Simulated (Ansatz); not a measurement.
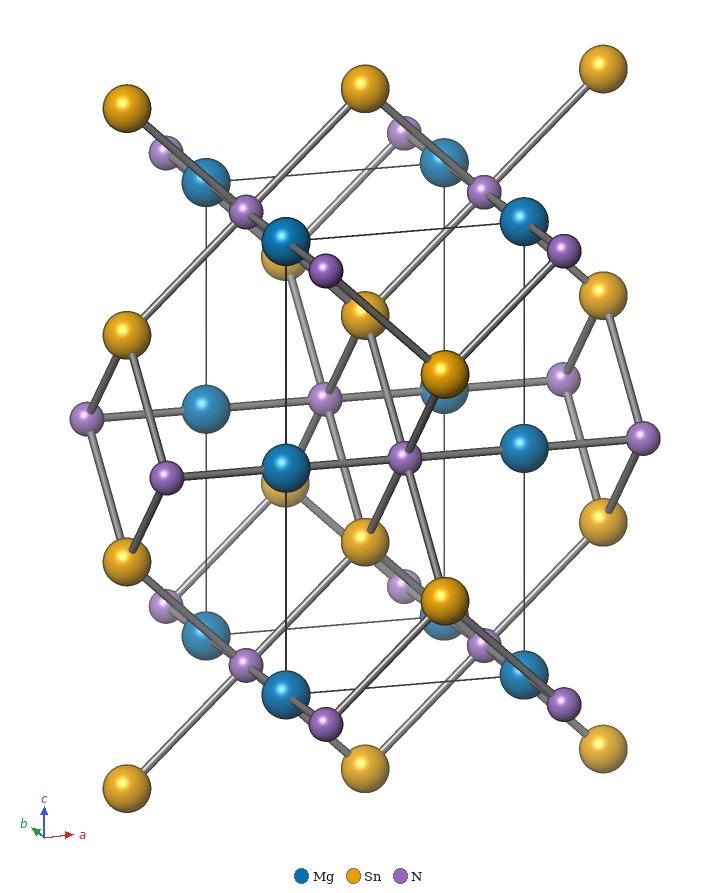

Ball-and-stick drawing of the structure, looking slightly off an axis. Atoms at the boundary of the conventional unit cell (the box) are drawn once for each face, edge or corner they touch. The first bonded neighbours in the surrounding cells are also shown. Cell: a = 3.94 Å, b = 3.94 Å, c = 7.34 Å, α = 90.00°, β = 90.00°, γ = 90.00°.

Provenance: a structure type filled with these elements by a generator (whether the compound takes this form wasn't checked). Earlier steps of the study may have refined or changed the cell and positions. A calculation with Ansatz used it as input.

Describe the arrangement of the atoms.

Formula: MgSnN. Symmetry: P4_2/mmc (No. 131), primitive tetragonal lattice. The cell holds 6 atoms (2 Mg, 2 Sn, 2 N), Z = 2. By the bonds in the drawing, the coordination numbers are Mg 2, Sn 4 and N 6.

Setup: DFT PBE, scalar-relativistic, plane waves, PAW (Ansatz); a 420 eV plane-wave basis, Brillouin-zone sampling on a 10×10×6 mesh, Gaussian smearing of 0.1 eV, no spin polarisation.

Does it come out as a metal, or with a gap?

A metal: bands cross the Fermi level.

Give the Bader charge of each element.

Mg +1.56 e; Sn +0.19 e; N -1.75 e.

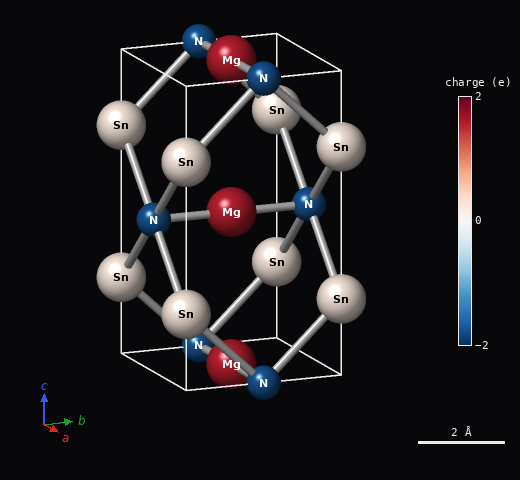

The atoms coloured by those charges. The run's cell of 6 atoms is drawn, so axes and origin can differ from the first picture.

Can this geometry be taken as optimised?

Yes. All forces vanish to within 0.01 eV/Å. The pressure is 0.0 GPa, close to zero.
